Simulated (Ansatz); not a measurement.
System: Be3S5.

```
Be S
1.0
    -3.41389   -0.01340   -0.00391
     0.10315    3.42714   -0.00639
     1.69061   -1.41930  -10.40022
Be S
3 5
Direct
  0.24943 0.30259 0.61623
  0.67133 0.73142 0.38497
  0.07800 0.07618 0.00087
  0.09949 0.52417 0.89436
  0.80269 0.23122 0.71975
  0.22591 0.75125 0.50093
  0.61638 0.95331 0.10073
  0.50677 0.17986 0.28217
```

Space group P1; a generated structure, not necessarily the stable one; changed on purpose from its base cell (volume × 0.91, shape and atoms relaxed); computed pressure about 7 GPa in this cell.

All numbers below come from DFT PBE, scalar-relativistic, plane waves, PAW (Ansatz 0.2.0).

> What will maps of the valence pseudo-density and electron localisation function show?

Be–S (2.08 Å): ρ at the midpoint is about 0.69 e/Å³; the ELF peaks at about 0.95 between the atoms: a polar covalent bond.
Be–S (2.08 Å): the density is about 0.69 e/Å³ at the midpoint; the ELF peaks at about 0.95 between the atoms; a polar covalent bond.

> Does the calculation make it a metal, or give it a gap?

It is gapped, with a Kohn–Sham gap of 1.3 eV on the k-point mesh (the band edges may lie off the mesh, which would make the gap smaller).

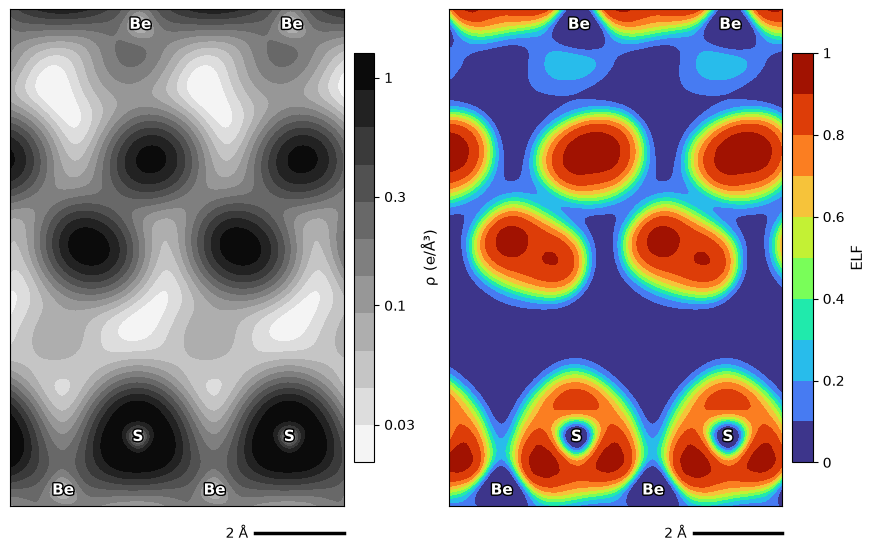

Computed valence pseudo-density and electron localisation function on the (010) plane of the conventional cell, in this order. Atoms just off the plane (S, 0.7 Å away) can leave unmarked features too.

Core electrons are frozen (PAW), and the valence fields are smoothed inside the atomic spheres.
